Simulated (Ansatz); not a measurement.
# Single-point calculation, with input and output: MgO

- system: MgO (Cmmm, 2 atoms in the cell)
- method: DFT PBE, scalar-relativistic, plane waves, PAW, no spin polarisation (Ansatz 0.2.0)

The structure was made by a generator, so it may or may not be a known phase.

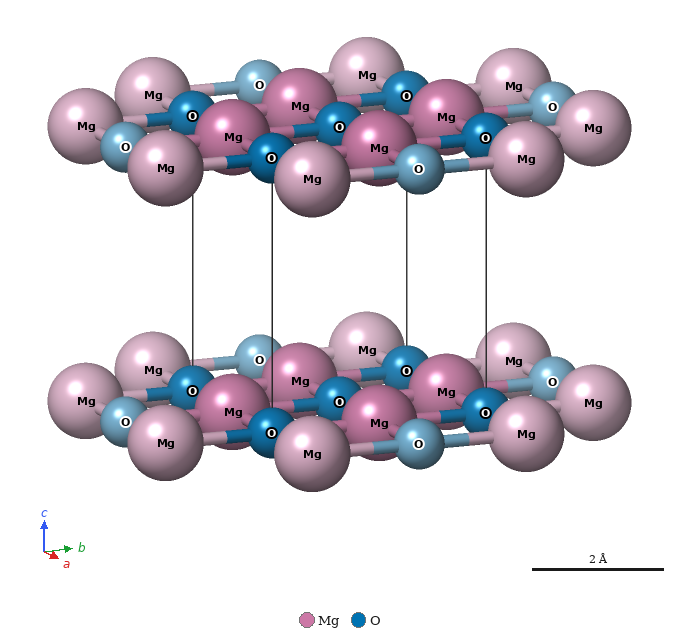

The structure (ball-and-stick view of the cell 2 times as large as that of the calculation, set on its symmetry axes, seen slightly off an axis; neighbours outside the cell are drawn fainter).

## Key numbers

| quantity | value |
| --- | --- |
| outcome | converged |
| space group (tolerance 0.01 Å) | Cmmm (65) |
| electrons treated | 16 |
| free energy | −2489.1796 eV |
| Fermi energy | 6.414 eV |
| gap on the k-point mesh | 1.43 eV |
| pressure | 112.49 GPa |
| largest force (length of the vector) | under 0.001 eV/Å |
| hardware | 1 thread of Arm Neoverse V1, 24 GiB of memory available, shared host |
| wall time | 1.2 s |
| peak memory | 0.26 GiB |

## Input file
```yaml
crystal:
  lattice:
    - [1.57412951, -1.7810731, 0.0]
    - [1.57412951, 1.7810731, 0.0]
    - [0.0, 0.0, 4.32390665]
  atoms:
    - { symbol: Mg, position: [0.5, 0.5, 0.0] }
    - { symbol: O, position: [0.0, 0.0, 0.0] }
basis:
  ecutwfc: 420
kpoints:
  mp_grid: { grid: [8, 8, 4] }
hamiltonian:
  xc: pbe
scf:
  occupations: { method: gaussian, width: 0.1 }
  lower_state_search: "off"
output:
  forces: true
  stress: true
  eigenvalues: true
```

Launched with:
```bash
ansatz run input.yaml --threads 1 --pin off --max-ram 2048MiB --backend cpu --events-out ev --progress --plain --runs-dir out
```

## Log
```
Engine: ansatz 0.2.0, aarch64-unknown-linux-gnu
Pseudopotentials: kind: paw
Pseudopotential: Mg, paw, valence charge 10, recommended cutoff 420 eV (normal), Mg.paw.azcp
Pseudopotential: O, paw, valence charge 6, recommended cutoff 420 eV (normal), O.paw.azcp
Functional definition: PBE
  parameter kappa = 0.804
  parameter beta = 0.06672455060314922
  exchange = pbe_x(kappa = kappa, mu = beta*pi^2/3)
  correlation = pbe_c(beta = beta)
Crystal: 2 atoms, lattice volume = 24.245 Å³
Basis set: ecut = 420 eV, 455 PW (Γ), exchange–correlation on 32×32×60 points (8 copies of the dense FFT grid, shifted against one another)
Bands: 12, of which v1, the nominal top of the filled ones, is band 8 counted from 1 (7 counted from 0)
Symmetry: 8 space group operations
Space group: Cmmm (ITA 65), of the structure as read, at distance tolerance 2.9e-5 Å
k-points: 63 of 256
Non-local potential: Mg, projectors of the file, l = 0: 3, l = 1: 2, l = 2: 1
Non-local potential: O, projectors of the file, l = 0: 2, l = 1: 2, l = 2: 1
PAW form: soft (Blöchl's): semilocal exchange-correlation on the pseudo side does not see the compensation charge
PAW one-centre angular grid: Mg, 110 points (default); XC on 64 Gauss nodes
PAW one-centre angular grid: O, 110 points (default); XC on 64 Gauss nodes
Initial density: superposition of atomic densities (neutral atoms: chi_scale 0, normalization atom), corrected by the library's trained network
Initial wavefunctions: pseudopotential atomic-orbital guess
Functional: x = pbe(κ = 0.804, μ = 0.2195149727645171), c = pbe(β = 0.06672455060314922)
SCF iter   1: F=—  HF=-2489.180601 eV  |F-HF|=—  |Δ(HF+E_count)|=         —  Δρ=6.19e-3  dr2=1.57e-2  ethr=1.77e-3  ⟨swp⟩=5.2  Hψ=4558  notcnv=0
preconditioner: auto → none  [insulator: Δε(μ)=1.496 eV  Ē_g=17.880 eV  σ=0.100 eV  W_gap=1.00  n_scr=2 (ndim 8)  ℏωp=21.3 eV  f_vac=0.347  D(μ)=0.00/eV (n_scr^D=0)  ε∞_Penn≈2.4]
SCF iter   2: F=—  HF=-2489.178250 eV  |F-HF|=—  |Δ(HF+E_count)|=   2.35e-3  Δρ=2.53e-3  dr2=2.51e-3  ethr=9.84e-5  ⟨swp⟩=2.3  Hψ=1599  notcnv=0
SCF iter   3: F=—  HF=-2489.179562 eV  |F-HF|=—  |Δ(HF+E_count)|=   1.31e-3  Δρ=4.30e-4  dr2=3.97e-5  ethr=1.57e-5  ⟨swp⟩=2.0  Hψ=1216  notcnv=0
SCF iter   4: F=—  HF=-2489.179638 eV  |F-HF|=—  |Δ(HF+E_count)|=   7.59e-5  Δρ=2.19e-4  dr2=8.96e-6  ethr=2.48e-7  ⟨swp⟩=2.3  Hψ=1089  notcnv=0
SCF iter   5: F=—  HF=-2489.179643 eV  |F-HF|=—  |Δ(HF+E_count)|=   5.02e-6  Δρ=9.79e-5  dr2=1.61e-6  ethr=5.60e-8  ⟨swp⟩=2.0  Hψ=1008  notcnv=0
SCF iter   6: F=—  HF=-2489.179644 eV  |F-HF|=—  |Δ(HF+E_count)|=   1.16e-6  Δρ=2.37e-5  dr2=1.03e-7  ethr=1.01e-8  ⟨swp⟩=2.0  Hψ=939  notcnv=0
SCF iter   7: F=-2489.179644 eV  HF=-2489.179644 eV  |F-HF|=2.16e-9  |Δ(HF+E_count)|=   1.42e-7  Δρ=2.92e-6  dr2=1.57e-9  ethr=6.25e-10  ⟨swp⟩=6.0  Hψ=3378  notcnv=0
SCF 1 converged in 7 iterations: F = -2489.179644 eV  dr2 = 1.57e-9
  greatest PAW one-centre occupation: 1.002 electrons in one spin orbital (limit 2), on the Mg atom at site 0 (counted from 0), in its partial waves of l = 1
SCF converged after 7 iterations
Free energy (F): -2489.179644 eV
Harris-Foulkes:  -2489.179644 eV  (|F-HF|=2.16e-9)
Internal energy: -2489.179644 eV  (E = F + TS)
E sigma→0 (E₀):  -2489.179644 eV
Fermi energy:    6.413755 eV
--- Per-component energies (eV) ---
  E_band       = -330.103732
  E_kinetic    = 271.403222
  E_local      = -2729.258931  (includes V_loc(G=0)·N_el)
  E_nonlocal   = 146.070081
  E_hartree    = 1088.312462
  E_xc         = -109.149255
  E_vxc        = -140.063780  (∫ρ·V_xc dr)
  E_paw        = -447.606681  (= ΣΔE_a)
  E_vpaw       = -54.880709  (= ΣTr[D̂ρ^β])
  E_aug_tail   = 0.002724  (compensation charges beyond the density's cutoff)
  E_ewald      = -708.953266
  E_smearing   = -0.000000  (= −TS)
  E_closure    = 0.000000  (closes the sum)
  Σ components = -2489.179644   (vs F -2489.179644, Δ=0.00e0)
--- Forces (eV/Å), atoms counted from 1 ---
  atom   1  Mg     0.00000000     0.00000000     0.00000000
  atom   2  O      0.00000000     0.00000000     0.00000000
  max |Σ_I F_I| component: 0.00e0 eV/Å
--- Stress (GPa, compression-positive) ---
      237.245164       0.000000       0.000000
        0.000000     100.033301       0.000000
        0.000000       0.000000       0.181378
  P = ⅓ Tr σ = 112.4866 GPa (1124.866 kbar)
--- Band table (eV; the first three rows and the last of 63) ---
  k-point 0: bands = ["-65.6126", "-32.4277", "-32.3009", "-32.0763", "-13.0073", "1.8200", "5.6719", "5.6893", "7.1263", "16.9068", "19.8947", "21.4200"]
  k-point 1: bands = ["-65.6126", "-32.4280", "-32.3009", "-32.0763", "-12.9965", "1.4134", "5.6736", "5.6911", "8.3821", "14.9687", "19.9419", "23.0251"]
  k-point 2: bands = ["-65.6126", "-32.4283", "-32.3009", "-32.0763", "-12.9856", "1.0836", "5.6750", "5.6926", "10.3995", "12.5519", "19.9902", "25.3336"]
  k-point 62: bands = ["-65.4964", "-32.6323", "-32.5205", "-32.3308", "-10.6742", "1.1507", "2.5949", "4.6836", "15.5723", "18.3698", "18.5068", "19.7290"]
```
